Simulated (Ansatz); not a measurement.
**Single-point calculation, with input and output: Zr**

Zr (slab, 16 atoms in the cell), computed with DFT PBE+D3(BJ), scalar-relativistic, plane waves, PAW, no spin polarisation (Ansatz 0.2.0).

The structure derives from an entry of the Crystallography Open Database. It belongs to a series of runs on one base structure; here: the slab at its places in the relaxed adsorbed structure. Figures and captions count atoms from 1; the log counts them from 0 in places.

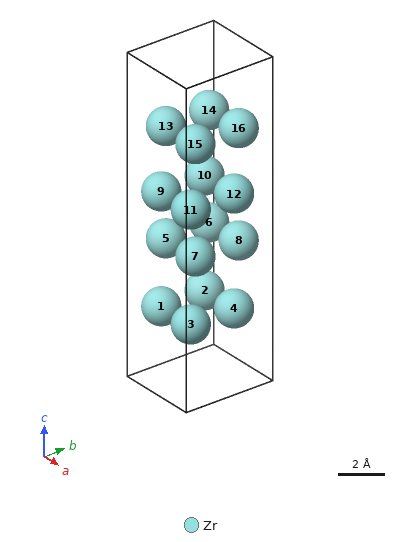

*The structure (spheres-only view of the cell of the calculation, with the vacuum cut short, seen slightly off an axis; atoms are numbered from 1 in the order of the input).*

### The input
```yaml
crystal:
  lattice:
    - [6.3710095761, 0.0, 0.0]
    - [-3.185504788, 5.5174561406, 0.0]
    - [0.0, 0.0, 27.8671285401]
  atoms:
    - { symbol: Zr, position: [0.3333333333, 0.1666666667, 0.2870765816] }
    - { symbol: Zr, position: [0.3333333333, 0.6666666667, 0.2870765816] }
    - { symbol: Zr, position: [0.8333333333, 0.1666666667, 0.2870765816] }
    - { symbol: Zr, position: [0.8333333333, 0.6666666667, 0.2870765816] }
    - { symbol: Zr, position: [0.1666666667, 0.3333333333, 0.3787632024] }
    - { symbol: Zr, position: [0.1666666667, 0.8333333333, 0.3787632024] }
    - { symbol: Zr, position: [0.6666666667, 0.3333333333, 0.3787632024] }
    - { symbol: Zr, position: [0.6666666667, 0.8333333333, 0.3787632024] }
    - { symbol: Zr, position: [0.3333849735, 0.166551842, 0.4733036408] }
    - { symbol: Zr, position: [0.3334603012, 0.666800334, 0.473313908] }
    - { symbol: Zr, position: [0.8331951622, 0.1666354027, 0.4733190461] }
    - { symbol: Zr, position: [0.8333383183, 0.6666574988, 0.4733088756] }
    - { symbol: Zr, position: [0.1667115131, 0.3333346539, 0.5608109904] }
    - { symbol: Zr, position: [0.1665310925, 0.8331674674, 0.5609217535] }
    - { symbol: Zr, position: [0.6666030142, 0.3334479814, 0.5609305912] }
    - { symbol: Zr, position: [0.6668858347, 0.8333393869, 0.5609390349] }
basis:
  ecutwfc: 420
kpoints:
  mp_grid: { grid: [4, 4, 1] }
hamiltonian:
  xc: pbe
  dispersion: d3bj
scf:
  occupations: { method: gaussian, width: 0.1 }
output:
  forces: true
  eigenvalues: true
  write_density: true
  volumetric_format: npy
efield:
  axis: 3
  dipole_correction: true
  ramp_width: 0.04
```

Launched with:
```bash
ansatz run input.yaml --threads 4 --pin off --max-ram 10240MiB --backend cpu --events-out ev --progress --plain --runs-dir out
```

### What the program printed
```
Engine: ansatz 0.2.0, x86_64-unknown-linux-gnu
Pseudopotentials: kind: paw
Pseudopotential: Zr, paw, valence charge 12, recommended cutoff 420 eV (normal), Zr.paw.azcp
Functional definition: PBE
  parameter kappa = 0.804
  parameter beta = 0.06672455060314922
  exchange = pbe_x(kappa = kappa, mu = beta*pi^2/3)
  correlation = pbe_c(beta = beta)
Crystal: 16 atoms, lattice volume = 979.579 Å³
Basis set: ecut = 420 eV, 19269 PW (Γ), exchange–correlation on 90×90×384 points (8 copies of the dense FFT grid, shifted against one another)
Bands: 116, of which v1, the nominal top of the filled ones, is band 96 counted from 1 (95 counted from 0)
Symmetry: 1 space group operations
Space group: P1 (ITA 1), of the structure as read, at distance tolerance 9.9e-5 Å
k-points: 10 of 16 (time reversal used)
Non-local potential: Zr, projectors of the file, l = 0: 3, l = 1: 2, l = 2: 2, l = 3: 2
PAW form: soft (Blöchl's): semilocal exchange-correlation on the pseudo side does not see the compensation charge
PAW one-centre angular grid: Zr, 590 points (default); XC on 64 Gauss nodes
Initial density: superposition of atomic densities (neutral atoms: chi_scale 0, normalization atom), corrected by the library's trained network
Initial wavefunctions: pseudopotential atomic-orbital guess
Functional: x = pbe(κ = 0.804, μ = 0.2195149727645171), c = pbe(β = 0.06672455060314922)
SCF iter   1: F=—  HF=-66940.750252 eV  |F-HF|=—  |Δ(HF+E_count)|=         —  Δρ=5.50e-3  dr2=3.30e0  ethr=1.77e-3  p=-0.003 e·Å  D=-5.26e-4 V/Å  ΔV_dip=0.01 eV  dr2_dipole=5.37e-3  V_vac-E_F(+/−)=4.29/4.28 eV  ⟨swp⟩=8.9  Hψ=5233  notcnv=0
efield: sawtooth ramp at fractional position 0.9040 (placed from the atoms, in the widest stretch of the axis that holds none; the zero of the levels goes with the place), width 0.0400; the density the first Hamiltonian is built on has a dipole p = -0.003 e·Å; the dipole correction subtracts the counter field D = -5.26e-4 V/Å, which shifts the + side's vacuum level by +0.01 eV against the − side's; the planar-averaged density in the ramp window peaks in size at 4.9e-6 e/Å³
preconditioner: auto → LDOS  [metal: Δε(μ)=0.089 eV  Ē_g=2.334 eV  σ=0.100 eV  W_gap=0.46  n_scr=138 (ndim 8)  ℏωp=9.5 eV  f_vac=0.557  D(μ)=24.43/eV (n_scr^D=150)  β→1.0]
SCF iter   2: F=—  HF=-66940.666807 eV  |F-HF|=—  |Δ(HF+E_count)|=   8.34e-2  Δρ=1.94e-3  dr2=2.68e-1  ethr=1.72e-3  p=-0.003 e·Å  D=-5.45e-4 V/Å  ΔV_dip=0.02 eV  dr2_dipole=1.49e-3  V_vac-E_F(+/−)=4.26/4.24 eV  ⟨swp⟩=1.1  Hψ=1341  notcnv=0  defer=11
SCF iter   3: F=—  HF=-66940.663336 eV  |F-HF|=—  |Δ(HF+E_count)|=   3.47e-3  Δρ=3.68e-4  dr2=5.41e-3  ethr=1.39e-4  p=-0.002 e·Å  D=-4.55e-4 V/Å  ΔV_dip=0.01 eV  dr2_dipole=4.55e-5  V_vac-E_F(+/−)=4.26/4.25 eV  ⟨swp⟩=1.7  Hψ=1124  notcnv=0  defer=45
SCF iter   4: F=—  HF=-66940.664516 eV  |F-HF|=—  |Δ(HF+E_count)|=   1.18e-3  Δρ=1.26e-4  dr2=5.25e-4  ethr=2.82e-6  p=-0.003 e·Å  D=-4.71e-4 V/Å  ΔV_dip=0.01 eV  dr2_dipole=1.09e-6  V_vac-E_F(+/−)=4.25/4.24 eV  ⟨swp⟩=2.4  Hψ=1424  notcnv=0  defer=45
SCF iter   5: F=—  HF=-66940.664541 eV  |F-HF|=—  |Δ(HF+E_count)|=   2.48e-5  Δρ=3.58e-5  dr2=4.86e-5  ethr=2.73e-7  p=-0.003 e·Å  D=-5.11e-4 V/Å  ΔV_dip=0.01 eV  dr2_dipole=1.05e-8  V_vac-E_F(+/−)=4.25/4.24 eV  ⟨swp⟩=2.0  Hψ=1416  notcnv=0  defer=45
SCF iter   6: F=—  HF=-66940.664603 eV  |F-HF|=—  |Δ(HF+E_count)|=   6.18e-5  Δρ=1.71e-5  dr2=1.06e-5  ethr=2.53e-8  p=-0.003 e·Å  D=-5.28e-4 V/Å  ΔV_dip=0.01 eV  dr2_dipole=8.79e-10  V_vac-E_F(+/−)=4.25/4.23 eV  ⟨swp⟩=2.5  Hψ=1656  notcnv=0  defer=15
SCF iter   7: F=—  HF=-66940.664602 eV  |F-HF|=—  |Δ(HF+E_count)|=   5.12e-7  Δρ=4.10e-6  dr2=9.16e-7  ethr=5.54e-9  p=-0.003 e·Å  D=-5.36e-4 V/Å  ΔV_dip=0.01 eV  dr2_dipole=7.23e-11  V_vac-E_F(+/−)=4.25/4.23 eV  ⟨swp⟩=2.2  Hψ=1559  notcnv=0  defer=15
SCF iter   8: F=-66940.664602 eV  HF=-66940.664602 eV  |F-HF|=4.06e-9  |Δ(HF+E_count)|=   2.56e-7  Δρ=1.91e-6  dr2=8.54e-8  ethr=5.21e-11  p=-0.003 e·Å  D=-5.45e-4 V/Å  ΔV_dip=0.02 eV  dr2_dipole=2.23e-9  V_vac-E_F(+/−)=4.25/4.23 eV  ⟨swp⟩=16.7  Hψ=5697  notcnv=0
SCF 1 converged in 8 iterations: F = -66940.664602 eV  dr2 = 8.54e-8
  greatest PAW one-centre occupation: 0.996 electrons in one spin orbital (limit 2), on the Zr atom at site 12 (counted from 0), in its partial waves of l = 0
```

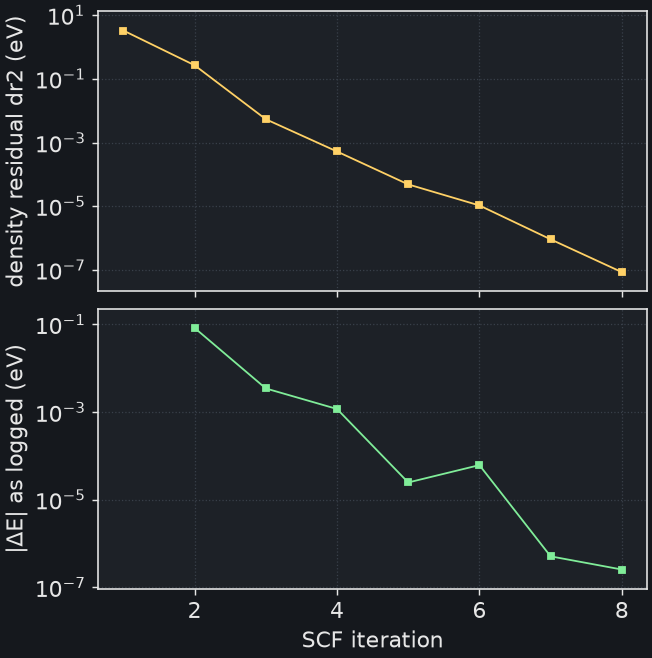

*Convergence of the self-consistent field: density residual dr2 and size of the energy change against the SCF iteration.*

The residual falls at every step.

```
SCF converged after 8 iterations
Free energy (F): -66940.664602 eV
Harris-Foulkes:  -66940.664602 eV  (|F-HF|=4.06e-9)
Internal energy: -66940.533158 eV  (E = F + TS)
E sigma→0 (E₀):  -66940.598880 eV
Entropy (-TS):   -0.131444 eV (-8.215 meV/atom)
Fermi energy:    2.761857 eV
Dipole field:    D = -0.000516 V/Å  (p = -0.002795 e·Å, saw-weighted, corrected)
Work function:   Φ+ = 4.2447 eV   Φ− = 4.2303 eV
Levels:          The Fermi level and band energies are counted from a zero that moves with the ramp; work functions are not
--- Per-component energies (eV) ---
  E_band       = -3691.329488
  E_kinetic    = 5318.265347
  E_local      = -190815.551046  (includes V_loc(G=0)·N_el)
  E_nonlocal   = 1295.686597
  E_hartree    = 92421.721767
  E_xc         = -2576.978670
  E_vxc        = -3042.058306  (∫ρ·V_xc dr)
  E_paw        = -47267.603104  (= ΣΔE_a)
  E_vpaw       = -1291.092636  (= ΣTr[D̂ρ^β])
  E_aug_tail   = 0.000399  (compensation charges beyond the density's cutoff)
  E_efield     = 0.000001  (sawtooth field / dipole correction)
  E_vefield    = 0.002778  (∫n·V_field dr)
  E_ewald      = 74690.460891
  E_disp       = -6.535339  (pairwise vdW)
  E_smearing   = -0.131444  (= −TS)
  E_closure    = 0.000000  (closes the sum)
  Σ components = -66940.664602   (vs F -66940.664602, Δ=0.00e0)
--- Forces (eV/Å), atoms counted from 1 ---
  atom   1  Zr     0.00012188    -0.00005739     0.43944534
  atom   2  Zr    -0.00004449     0.00012021     0.43969321
  atom   3  Zr    -0.00005895    -0.00007090     0.43979895
  atom   4  Zr     0.00006077    -0.00001836     0.43954472
  atom   5  Zr    -0.00018468    -0.00002626    -0.43958228
  atom   6  Zr     0.00072240    -0.00022087    -0.44023867
  atom   7  Zr    -0.00008074    -0.00045307    -0.43994561
  atom   8  Zr    -0.00037913     0.00066157    -0.43924590
  atom   9  Zr    -0.00264552     0.00049879     0.00126499
  atom  10  Zr     0.00067525    -0.00155049     0.00103415
  atom  11  Zr     0.00195529     0.00115854     0.00086416
  atom  12  Zr     0.00012047    -0.00018361     0.00345393
  atom  13  Zr    -0.00027425    -0.00039112     0.00678202
  atom  14  Zr     0.00232788     0.00320004    -0.00382038
  atom  15  Zr     0.00255143    -0.00289120    -0.00427761
  atom  16  Zr    -0.00486762     0.00022483    -0.00478531
  max |Σ_I F_I| component: 1.43e-5 eV/Å
--- Band table (eV; the first three rows and the last of 10) ---
  k-point 0: bands = ["-46.1563", "-46.1094", "-46.0526", "-46.0525", "-46.0525", "-46.0008", "-46.0006", "-45.9985", "-45.8212", "-45.7367", "-45.7111", "-45.7107", "-45.7106", "-45.6592", "-45.6590", "-45.6589", "-24.5424", "-24.5421", "-24.5421", "-24.5185", "-24.5180", "-24.5180", "-24.5116", "-24.4126", "-24.4124", "-24.4124", "-24.3980", "-24.3259", "-24.3259", "-24.3259", "-24.0729", "-24.0729", "-24.0729", "-23.9928", "-23.9927", "-23.9914", "-23.9236", "-23.9236", "-23.9235", "-23.8986", "-23.8980", "-23.8980", "-23.8945", "-23.7362", "-23.7362", "-23.7222", "-23.7221", "-23.7220", "-23.7021", "-23.7021", "-23.6377", "-23.6376", "-23.6375", "-23.6169", "-23.6167", "-23.6166", "-23.5280", "-23.5280", "-23.5277", "-23.5191", "-23.4509", "-23.4509", "-23.3789", "-23.3789", "-2.4835", "-1.6207", "-0.7125", "-0.3070", "-0.0561", "-0.0560", "-0.0557", "0.0413", "0.0417", "0.0418", "0.2377", "0.2377", "0.2378", "0.4758", "0.4759", "0.4760", "1.0761", "1.0761", "1.0762", "1.4599", "1.4609", "1.4610", "1.9631", "1.9642", "1.9644", "2.5360", "2.8205", "2.8490", "2.8491", "2.8492", "3.3380", "3.4347", "3.6010", "3.6010", "3.6064", "3.6064", "3.6065", "3.6777", "3.6777", "3.7282", "3.7283", "3.7291", "3.8343", "3.8343", "3.9902", "4.1478", "4.1478", "4.1485", "4.1885", "4.1885", "4.3797", "4.3799"]
  k-point 1: bands = ["-46.1413", "-46.0936", "-46.0679", "-46.0526", "-46.0526", "-46.0163", "-46.0008", "-45.9992", "-45.8056", "-45.7278", "-45.7250", "-45.7110", "-45.7107", "-45.6698", "-45.6591", "-45.6589", "-24.4827", "-24.4825", "-24.4733", "-24.4611", "-24.4606", "-24.4445", "-24.4171", "-24.3788", "-24.3691", "-24.3690", "-24.3571", "-24.2981", "-24.2980", "-24.2954", "-24.0703", "-24.0703", "-24.0622", "-23.9987", "-23.9987", "-23.9840", "-23.9838", "-23.9638", "-23.9467", "-23.9457", "-23.9407", "-23.8966", "-23.8701", "-23.8517", "-23.7931", "-23.7642", "-23.7349", "-23.7349", "-23.7315", "-23.7196", "-23.6940", "-23.6939", "-23.6112", "-23.5947", "-23.5946", "-23.5816", "-23.5806", "-23.5804", "-23.5782", "-23.5058", "-23.4989", "-23.4816", "-23.4795", "-23.4001", "-2.0474", "-1.1993", "-0.2832", "-0.1503", "0.0850", "0.1178", "0.2356", "0.2358", "0.3341", "0.3345", "0.3930", "0.6159", "0.6162", "0.6608", "0.8718", "0.8720", "1.2679", "1.2680", "1.2790", "1.6056", "1.6750", "1.6756", "1.9482", "2.0528", "2.0533", "2.3067", "2.6960", "2.7486", "2.7492", "2.8458", "2.9082", "3.0340", "3.1096", "3.1100", "3.2165", "3.2510", "3.3613", "3.4684", "3.4689", "3.6111", "3.6122", "3.7108", "3.7757", "3.8342", "3.8786", "3.8960", "3.9343", "3.9643", "3.9647", "4.0347", "4.0999", "4.1008"]
  k-point 2: bands = ["-46.1048", "-46.1047", "-46.0558", "-46.0544", "-46.0526", "-46.0526", "-46.0008", "-45.9993", "-45.7675", "-45.7673", "-45.7110", "-45.7108", "-45.6971", "-45.6968", "-45.6590", "-45.6588", "-24.3939", "-24.3939", "-24.3926", "-24.3919", "-24.3861", "-24.3855", "-24.3463", "-24.3460", "-24.2953", "-24.2951", "-24.2801", "-24.2799", "-24.1620", "-24.1617", "-24.1395", "-24.1393", "-24.1310", "-24.1300", "-24.0853", "-24.0848", "-23.9808", "-23.9805", "-23.9181", "-23.9178", "-23.9081", "-23.9072", "-23.8309", "-23.8309", "-23.8307", "-23.8303", "-23.8064", "-23.8058", "-23.8021", "-23.8009", "-23.7133", "-23.7129", "-23.6637", "-23.6626", "-23.6357", "-23.6352", "-23.5842", "-23.5839", "-23.5465", "-23.5464", "-23.5290", "-23.5288", "-23.4527", "-23.4524", "-0.9885", "-0.9882", "-0.2907", "-0.2907", "0.5045", "0.5051", "0.7343", "0.7346", "0.7858", "0.7862", "0.8468", "0.8470", "0.9092", "0.9094", "1.4952", "1.4957", "1.7233", "1.7242", "1.7290", "1.7295", "1.8631", "1.8639", "2.0625", "2.0634", "2.1244", "2.1249", "2.1548", "2.1559", "2.4447", "2.4468", "2.5069", "2.5076", "2.6148", "2.6160", "2.8090", "2.8105", "3.0235", "3.0239", "3.0671", "3.0685", "3.1271", "3.1281", "3.4462", "3.4498", "3.5612", "3.5627", "3.6530", "3.6558", "3.6992", "3.7000", "4.1974", "4.1991"]
  k-point 9: bands = ["-46.1048", "-46.1048", "-46.0558", "-46.0545", "-46.0526", "-46.0526", "-46.0008", "-45.9994", "-45.7675", "-45.7673", "-45.7111", "-45.7108", "-45.6970", "-45.6968", "-45.6590", "-45.6589", "-24.3939", "-24.3939", "-24.3926", "-24.3919", "-24.3861", "-24.3855", "-24.3462", "-24.3460", "-24.2953", "-24.2951", "-24.2801", "-24.2799", "-24.1620", "-24.1617", "-24.1395", "-24.1393", "-24.1311", "-24.1298", "-24.0853", "-24.0847", "-23.9808", "-23.9805", "-23.9181", "-23.9177", "-23.9081", "-23.9072", "-23.8309", "-23.8309", "-23.8307", "-23.8302", "-23.8064", "-23.8057", "-23.8021", "-23.8009", "-23.7134", "-23.7128", "-23.6636", "-23.6626", "-23.6356", "-23.6352", "-23.5842", "-23.5840", "-23.5465", "-23.5464", "-23.5290", "-23.5289", "-23.4528", "-23.4524", "-0.9885", "-0.9883", "-0.2907", "-0.2907", "0.5046", "0.5050", "0.7342", "0.7347", "0.7858", "0.7861", "0.8467", "0.8470", "0.9093", "0.9094", "1.4953", "1.4957", "1.7234", "1.7241", "1.7290", "1.7296", "1.8632", "1.8638", "2.0626", "2.0634", "2.1244", "2.1249", "2.1549", "2.1557", "2.4448", "2.4468", "2.5068", "2.5077", "2.6146", "2.6161", "2.8087", "2.8108", "3.0233", "3.0240", "3.0671", "3.0685", "3.1272", "3.1280", "3.4463", "3.4497", "3.5613", "3.5628", "3.6529", "3.6558", "3.6993", "3.6999", "4.1974", "4.1991"]
```

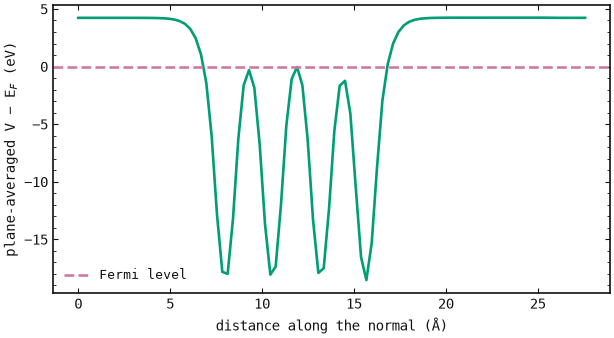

*Plane average of the electrostatic potential energy of an electron across the cell, from the Fermi level.*

The vacuum level lies 4.24 eV above the Fermi level.

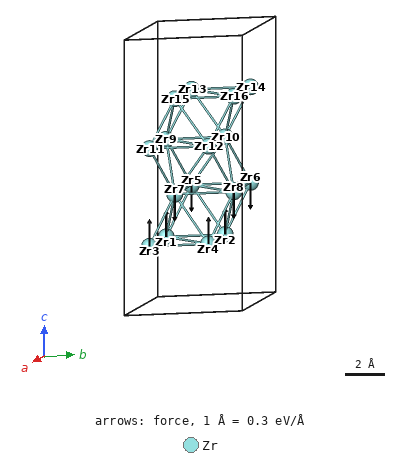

*Forces on the atoms as black arrows (ball-and-stick view of the cell of the calculation, with the vacuum cut short, seen slightly off an axis; atoms are numbered from 1 in the order of the input); the smallest are left out.*

The largest act on Zr1, Zr2, Zr3, Zr4, Zr5, Zr6 and 2 more (0.44 eV/Å). The geometry is not a stationary point of this energy.

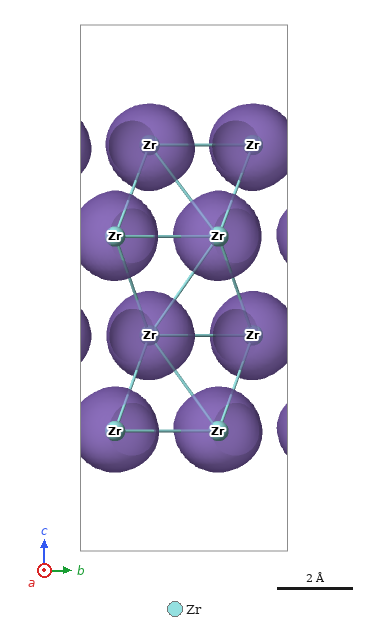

*Isosurface of the valence pseudo-density at 0.3 e/Å³ (purple), seen along the a axis. Sticks mark near contacts.*

At this value the density breaks into separate islands; it holds about 75 % of the electrons treated as valence (semicore included). It is pinched off along the Zr–Zr (3.05 Å), Zr–Zr (3.15 Å) and Zr–Zr (3.21 Å) contacts. On the grid the lowest density along these lines, outside the cores, is 0.21 e/Å³ (Zr–Zr, 3.05 Å), 0.19 e/Å³ (Zr–Zr, 3.15 Å) and 0.17 e/Å³ (Zr–Zr, 3.21 Å). The fields are those of the smooth PAW valence density.

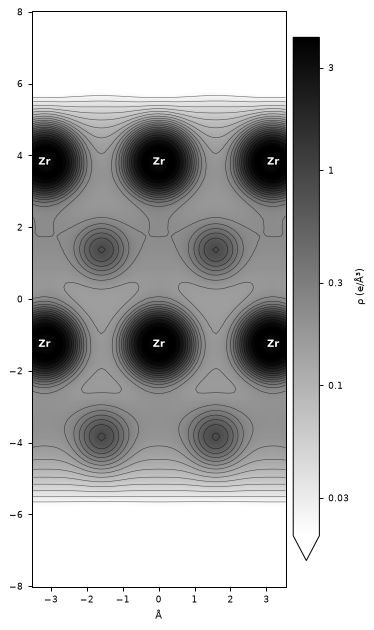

*Valence charge density (pseudo) on the (100) plane of the calculation cell, a cut from vacuum to vacuum.*

The section cuts through Zr sites. Zr–Zr (3.19 Å): ρ at the midpoint is about 0.17 e/Å³. The density dies away to nearly zero in the vacuum.

### Results in brief

```json
{"quantity": "outcome", "value": "converged"}
{"quantity": "electrons treated", "value": "192"}
{"quantity": "free energy", "value": "−66940.6646 eV"}
{"quantity": "work function, top face", "value": "4.24 eV"}
{"quantity": "work function, bottom face", "value": "4.23 eV"}
{"quantity": "Fermi energy", "value": "2.762 eV"}
{"quantity": "gap on the k-point mesh", "value": "none (metallic)"}
{"quantity": "work function (upper face)", "value": "4.24 eV"}
{"quantity": "largest force (length of the vector)", "value": "0.440 eV/Å"}
{"quantity": "hardware", "value": "4 threads of AMD EPYC (Zen 3), 32 GiB of memory available, shared host"}
{"quantity": "wall time", "value": "34 s (CPU time 2.2 min)"}
{"quantity": "peak memory", "value": "2.5 GiB"}
```
